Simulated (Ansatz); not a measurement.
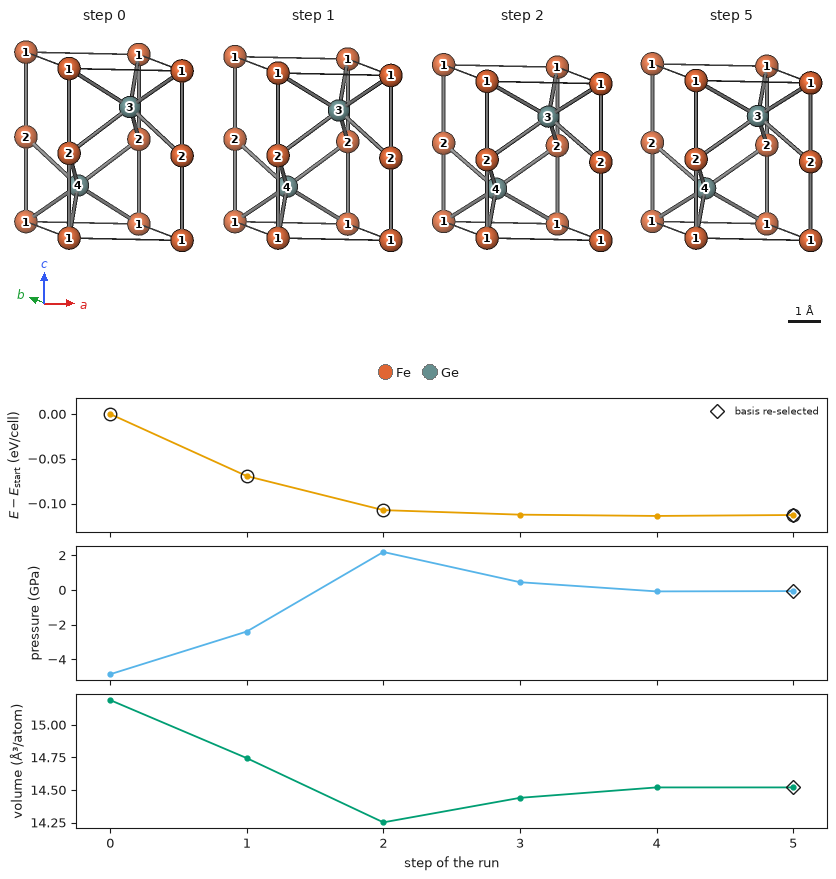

Frames of a relaxation of solid FeGe (a generated structure, set up in P6_3/mmc), marked on the history of the run. The picture is a ball-and-stick view of the cell of the calculation, seen slightly off an axis.

Case: As → Ge, Mn → Fe on all its sites, cell and atoms relaxed.

Method: DFT PBE, scalar-relativistic, plane waves, PAW in Ansatz. Set-up: plane-wave cutoff 420 eV; k-point mesh 12 × 12 × 8; occupations gaussian; smearing width 0.1 eV; collinear spin; cell and atoms relaxed; force threshold 0.01 eV/Å; at most 60 steps.

What happens along the run?

Over 4 accepted moves (5 points after the start) the energy falls by 0.113 eV per cell of the calculation. All forces vanish by symmetry, so only the cell relaxes. The pressure goes from −4.85 to −0.06 GPa. At 1 point the geometry stayed and the basis and grid were re-selected for the new cell (energy shift of 1.1 meV per cell of the calculation at most each time). No atom moves by more than 0.005 Å relative to the cell. Cell: a = b 3.599 → 3.650 Å (+1.4 %), c 5.417 → 5.035 Å (−7.1 %). Volume −4.4 %. Among the contacts that change: Fe1–Fe2 2.708 → 2.517 Å, Fe1–Ge3 2.480 → 2.454 Å. Bond angles that change, for instance: Fe1–Ge4–Fe2 66.2° → 61.7°, Fe1–Ge4–Fe1 93.0° → 96.1°. The space group stays P6_3/mmc (No. 194). From step 0 to 1: volume −2.9 %, energy −69.3 meV per cell of the calculation. From step 1 to 2: volume −3.3 %, energy −38.0 meV per cell of the calculation. From step 2 to 5: volume +1.9 %, energy −5.4 meV per cell of the calculation.

| step | E − E(0), meV/atom | pressure, GPa | volume, Å³/atom | note |
| --- | --- | --- | --- | --- |
| 0 | 0.00 | -4.85 | 15.190 |  |
| 1 | -17.34 | -2.39 | 14.745 |  |
| 2 | -26.85 | 2.19 | 14.252 |  |
| 3 | -28.11 | 0.45 | 14.440 |  |
| 4 | -28.47 | -0.08 | 14.520 |  |
| 5 | -28.21 | -0.06 | 14.520 | same geometry, new basis |
